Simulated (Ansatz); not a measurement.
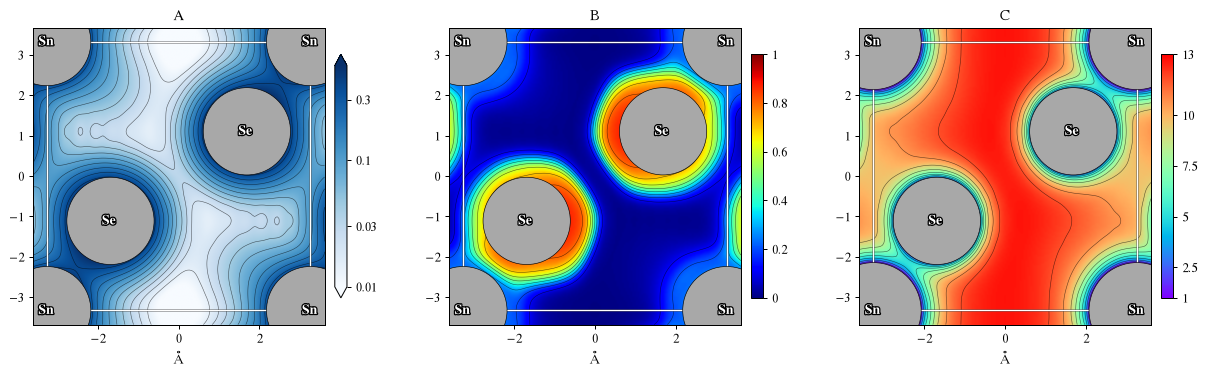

SnSe$_{2}$: 3 fields on the (110) plane of the conventional cell, with unlabelled colour scales. Grey discs cover the atomic cores.

Space group P-3m1; a structure from a database of computed crystals, not necessarily the ambient phase.

Method: DFT r2SCAN, scalar-relativistic, plane waves, PAW in Ansatz.

Q: The panels show electron localisation function, electrostatic potential energy of an electron and valence pseudo-density in some order. Assign them.

A: Panel A: valence pseudo-density. Panel B: electron localisation function. Panel C: electrostatic potential energy of an electron (low next to the atoms, rising into the space between them). From the grid: Sn–Se (2.72 Å): the density is about 0.4 e/Å³ at the midpoint; the ELF is about 0.65 at the midpoint.
